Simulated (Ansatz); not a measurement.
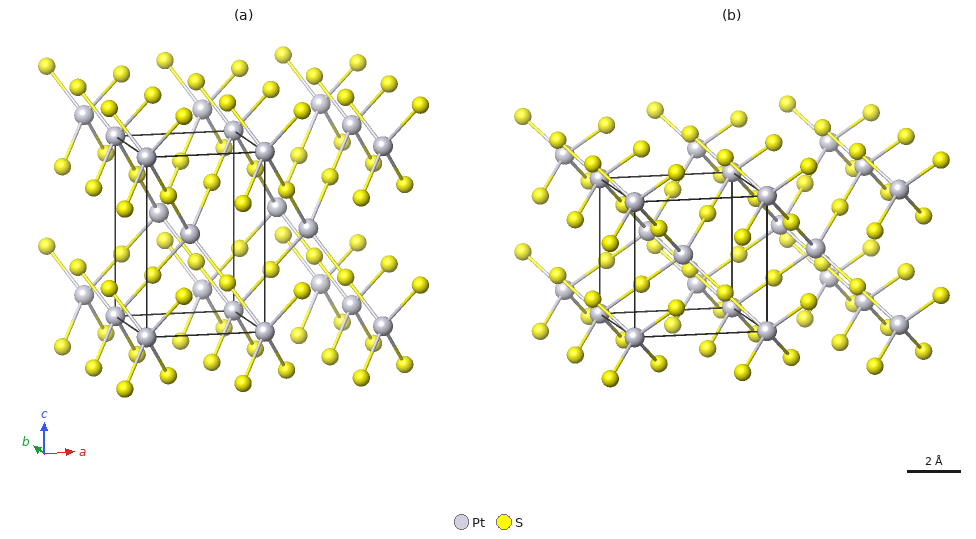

The structure of crystalline PtS2 (a generated structure, set up in P4_2/nnm) (coarse preliminary run) before (left) and after (right) a relaxation, at one scale.

A ball-and-stick model of the cell of the calculation, repeated 2 × 2 × 1 with one cell outlined, seen slightly off an axis.

These are results of Ansatz, DFT PBE, scalar-relativistic, plane waves, PAW, not measurements. Set-up: plane-wave cutoff 420 eV; k-point mesh 4 × 4 × 4; occupations gaussian; smearing width 0.1 eV; no spin polarisation; cell and atoms relaxed; force threshold 0.04 eV/Å; at most 70 steps.

Question: What changed between the two?

Answer: The atoms keep their places relative to the cell (all moves are under 0.005 Å). The drawn cell changes as follows: a = b 4.640 → 5.194 Å (+12.0 %), c 6.943 → 5.219 Å (−24.8 %); the volume changes by −5.8 %. Some distances before and after: Pt–S 2.388 → 2.253 Å. Among the angles between lasting bonds that change: S–Pt–S 86.8° → 109.2°, S–Pt–S 121.9° → 109.6°. The space group stays P4_2/nnm (No. 134). The energy falls by 1.417 eV per cell of the calculation in 6 accepted moves (8 points after the start). All forces vanish by symmetry, so only the cell relaxes. The pressure goes from −7.75 to −0.02 GPa. The SCF was repeated twice at an unchanged geometry on a basis and grid sized afresh for the cell, which shifted the energy by 9.9 meV per cell of the calculation at most.
